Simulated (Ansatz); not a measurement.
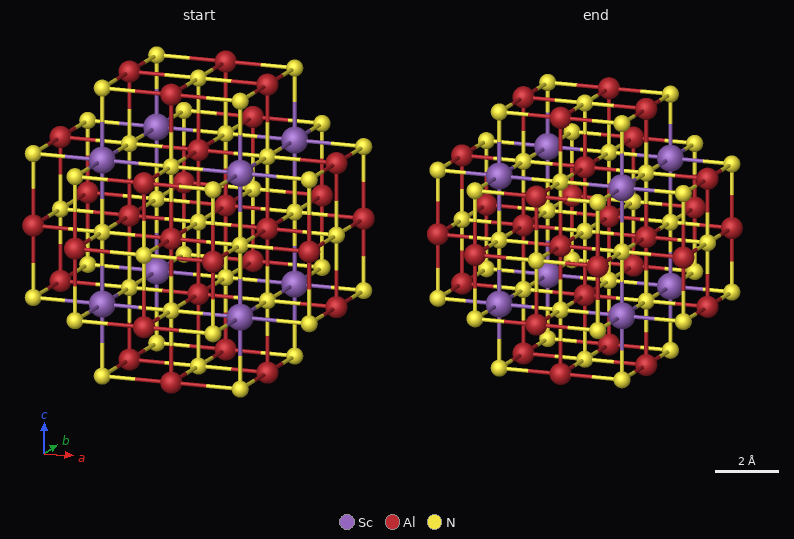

The structure of solid ScAl$_{3}$N$_{4}$ (a generated structure, set up in Pm-3m) (coarse preliminary run) before (left) and after (right) a relaxation, at one scale.

A ball-and-stick model of the cell of the calculation, seen slightly off an axis.

Theory: DFT PBE, scalar-relativistic, plane waves, PAW (Ansatz 0.2.0).

Input file:
```yaml
crystal:
  lattice:
    - [4.73933754, 0.0, 0.0]
    - [0.0, 4.73933754, 0.0]
    - [0.0, 0.0, 4.73933754]
  atoms:
    - { symbol: Sc, position: [0.0, 0.0, 0.0] }
    - { symbol: Al, position: [0.5, 0.0, 0.5] }
    - { symbol: Al, position: [0.5, 0.5, 0.0] }
    - { symbol: Al, position: [0.0, 0.5, 0.5] }
    - { symbol: "N", position: [0.0, 0.5, 0.0] }
    - { symbol: "N", position: [0.5, 0.5, 0.5] }
    - { symbol: "N", position: [0.0, 0.0, 0.5] }
    - { symbol: "N", position: [0.5, 0.0, 0.0] }
basis:
  ecutwfc: 420
kpoints:
  mp_grid: { grid: [4, 4, 4] }
hamiltonian:
  xc: pbe
scf:
  occupations: { method: gaussian, width: 0.1 }
  lower_state_search: "off"
output:
  forces: true
  stress: true
  eigenvalues: true
relax:
  adjacent_minimum: "off"
  f_tol: 0.04
  max_steps: 70
  cell: { stress_tol: 0.4 }
```

Command:
```bash
ansatz run input.yaml --threads 1 --pin off --max-ram 2560MiB --backend cpu --events-out ev --progress --plain --runs-dir out
```

What changed between the two?

Answer. The energy falls by 639 meV per atom in 5 accepted moves (7 points after the start). All forces vanish by symmetry, so only the cell relaxes. The pressure goes from −38.09 to −0.01 GPa. The SCF was repeated twice at an unchanged geometry on a basis and grid sized afresh for the cell, which shifted the energy by 2.4 meV per atom at most. The atoms keep their places relative to the cell (all moves are under 0.005 Å). Cell: a = b = c 4.739 → 4.216 Å (−11.0 %). Volume −29.6 %. Near-neighbour distances that change, for instance: Al2–N6 2.370 → 2.108 Å, Sc1–N5 2.370 → 2.108 Å. The space group stays Pm-3m (No. 221). The run took 9.8 s on 1 thread of Intel(R) Xeon(R) 6975P-C (Granite Rapids), on a shared host, peak memory 0.43 GiB.
